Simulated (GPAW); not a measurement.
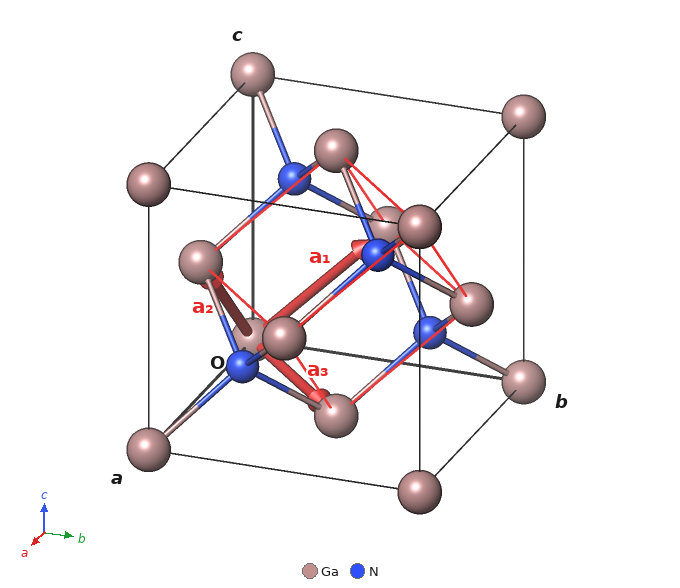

The conventional cell (thin) and a primitive cell (coloured, vectors a₁, a₂, a₃). Crystal: GaN, a cell listed in the Materials Project, as set up for an electronic-structure calculation. All values are computed from the atomic coordinates in the standard setting (tolerance 0.002 Å).

a = 4.507 Å, b = 4.507 Å, c = 4.507 Å, α = 90.00°, β = 90.00°, γ = 90.00°.

**What is the centring, and how are the primitive vectors built?**

F, face-centred cubic, with lattice points at (0, 0, 0), (1/2, 1/2, 0), (1/2, 0, 1/2), (0, 1/2, 1/2). a₁ = 1/2 b + 1/2 c; a₂ = 1/2 a + 1/2 c; a₃ = 1/2 a + 1/2 b.

**Give the primitive cell's size and content.**

Edges 3.187, 3.187, 3.187 Å; angles 60.00°, 60.00°, 60.00°; volume 22.89 Å³, 1/4 of the conventional cell; 2 of its 8 atoms.
